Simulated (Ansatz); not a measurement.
System: Rb.

```cif
data_structure
_symmetry_space_group_name_H-M 'P 1'
_symmetry_Int_Tables_number 1
_cell_length_a 4.5991
_cell_length_b 15.3562
_cell_length_c 4.7399
_cell_angle_alpha 90.000
_cell_angle_beta 90.000
_cell_angle_gamma 90.000
_cell_volume 334.76
loop_
_atom_site_label
_atom_site_type_symbol
_atom_site_fract_x
_atom_site_fract_y
_atom_site_fract_z
_atom_site_occupancy
Rb1 Rb 0.50000 0.36861 0.74961 1
Rb2 Rb 0.00000 0.86861 0.75039 1
Rb3 Rb 0.50000 0.63139 0.24961 1
Rb4 Rb 0.00000 0.13139 0.25039 1
```

Space group Cmcm; changed on purpose from its base cell (volume × 0.94, shape and atoms relaxed).

These are results of DFT PBEsol, scalar-relativistic, plane waves, PAW in Ansatz, not measurements.

### What can the converged valence pseudo-density and electron localisation function tell about the bonding?

Rb–Rb (4.60 Å): ρ is about 0.02 e/Å³ halfway; the ELF is about 0.10 at the midpoint: no shared electron pair shows on this line.
Rb–Rb (4.74 Å): ρ is about 0.02 e/Å³ halfway; the ELF is about 0.15 at the midpoint: no shared electron pair shows on this line.

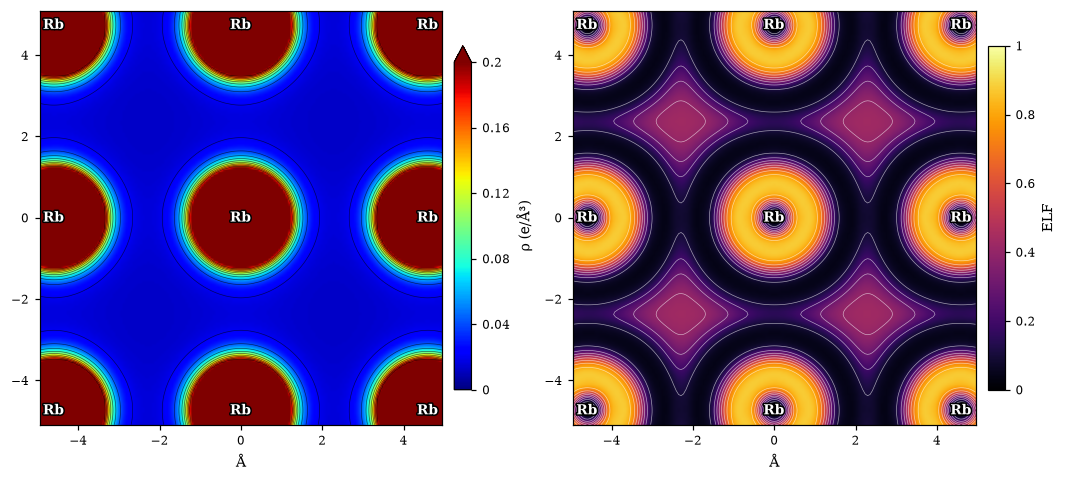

Computed valence pseudo-density and electron localisation function on the (010) plane of the conventional cell, in this order. 

Core electrons are frozen (PAW), and the valence fields are smoothed inside the atomic spheres.
